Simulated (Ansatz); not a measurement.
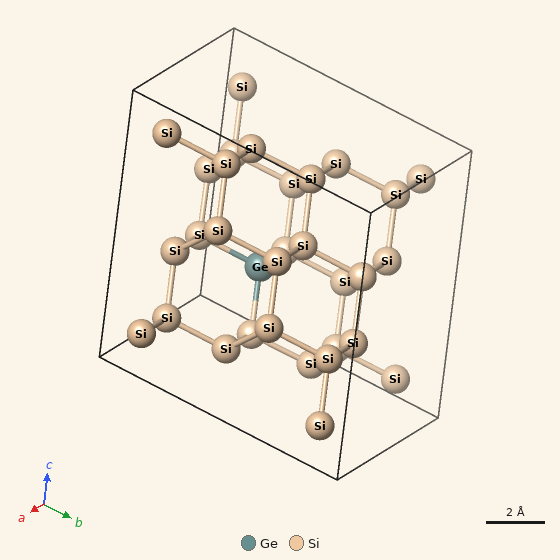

View slightly off an axis, drawn as a ball-and-stick model. The lines enclose the supercell; boundary atoms appear with their images. The host is Si, in a cell of 32 sites, and the cell carries a charge of +1.

**What imperfection does the supercell contain?**

Germanium on a silicon site (a substitutional impurity). It is bonded to four Si in a tetrahedral arrangement at about 2.4 Å.

Computational set-up: Ansatz 0.2.0, DFT PBEsol, scalar-relativistic, plane waves, PAW, 420 eV cutoff, a 3×3×3 k-point grid, Gaussian smearing of 0.02 eV, collinear spins.

**Is a magnetic moment found?**

No net moment.

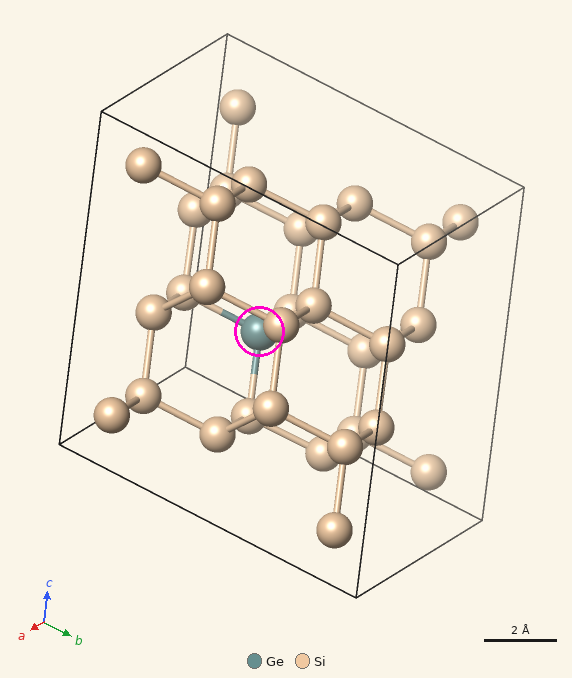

The same cell with a ring at the defect's site.

The atoms were relaxed in the host's cell with DFT PBEsol, scalar-relativistic, plane waves, PAW in Ansatz 0.2.0.
